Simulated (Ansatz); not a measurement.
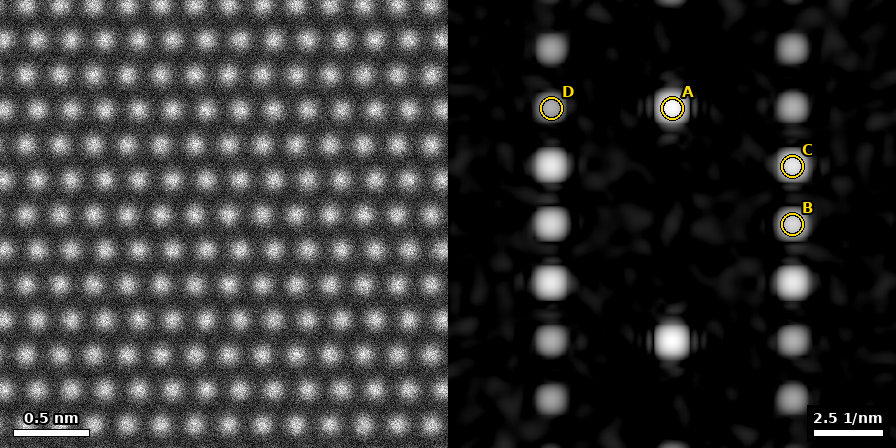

Integrated-DPC-like image of a crystal. Simulated as the projected potential of neutral atoms (B = 0.3 Å²) blurred by a 0.81 Å probe, the thin-sample limit of integrated differential phase contrast. The display is stretched by a gamma of 0.8; percentages refer to the linear signal. Shot noise was added.

The right panel is the modulus of the image's Fourier transform on a logarithmic scale.

Which lattice spacings do the marked spots stand for, and what angle do A and B enclose?

A: 2.3 Å, B: 2.3 Å, C: 2.0 Å, D: 1.6 Å; A and B enclose about 90°.

The crystal is V (P6_3/mmc, No. 194) along [100]; the spots are (0 0 -2), (0 -1 0), (0 -1 -1) and (0 1 -2). Structure used: coordinates from a relaxation with DFT PBE, scalar-relativistic, plane waves, PAW (Ansatz 0.2.0); the starting structure was generated, so it need not be a known form of this composition.
